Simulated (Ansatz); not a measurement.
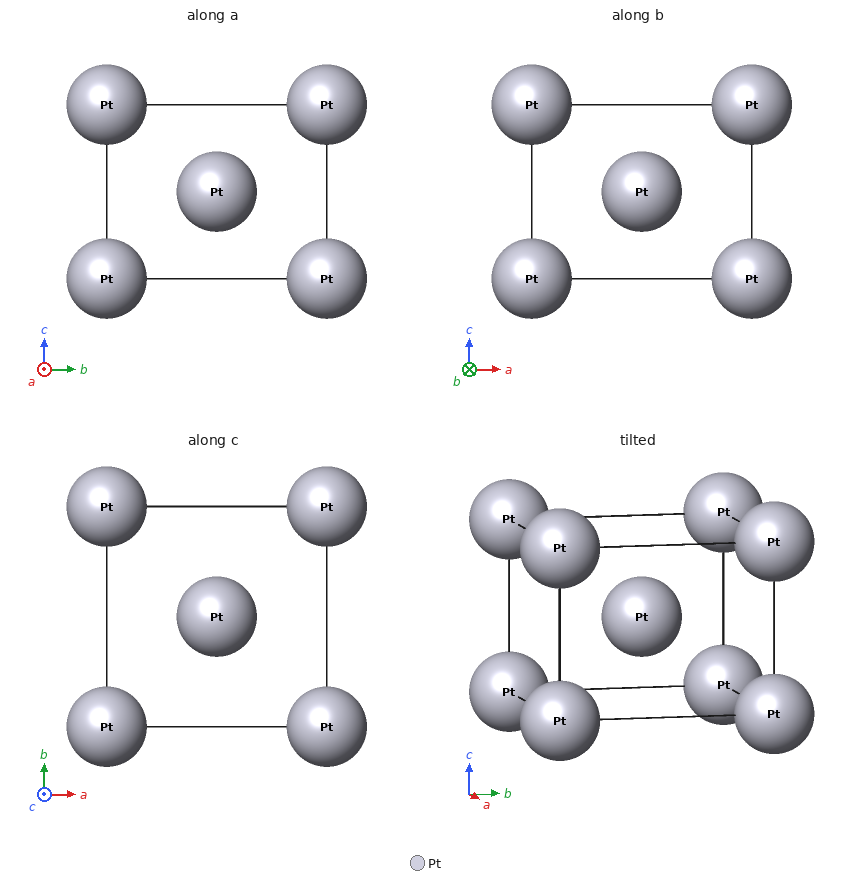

Structure drawing (spheres-only), viewed along the a axis, along the b axis, along the c axis and slightly off an axis. Atoms at the boundary of the conventional unit cell (the box) are drawn once for each face, edge or corner they touch.

Lattice parameters: a = 3.5316 Å, b = 3.5316 Å, c = 2.7904 Å, α = 90.000°, β = 90.000°, γ = 90.000°.

> Give the atomic positions as a CIF with its space group and independent sites.

```cif
data_structure
_symmetry_space_group_name_H-M 'I 4/m m m'
_symmetry_Int_Tables_number 139
_cell_length_a 3.5316
_cell_length_b 3.5316
_cell_length_c 2.7904
_cell_angle_alpha 90.000
_cell_angle_beta 90.000
_cell_angle_gamma 90.000
_cell_volume 34.80
loop_
_atom_site_label
_atom_site_type_symbol
_atom_site_symmetry_multiplicity
_atom_site_Wyckoff_symbol
_atom_site_fract_x
_atom_site_fract_y
_atom_site_fract_z
_atom_site_occupancy
Pt1 Pt 2 a 0.0000 0.0000 0.0000 1
```

Its origin is a random cell made by a generator, so it need not be a real form of the element. It was relaxed at fixed volume with DFT PBE, scalar-relativistic, plane waves, PAW (Ansatz).

At this level of theory the run's own cell isn't at rest (stretched, at -17 GPa), so its distances can differ from those at equilibrium, the more so the softer the solid.
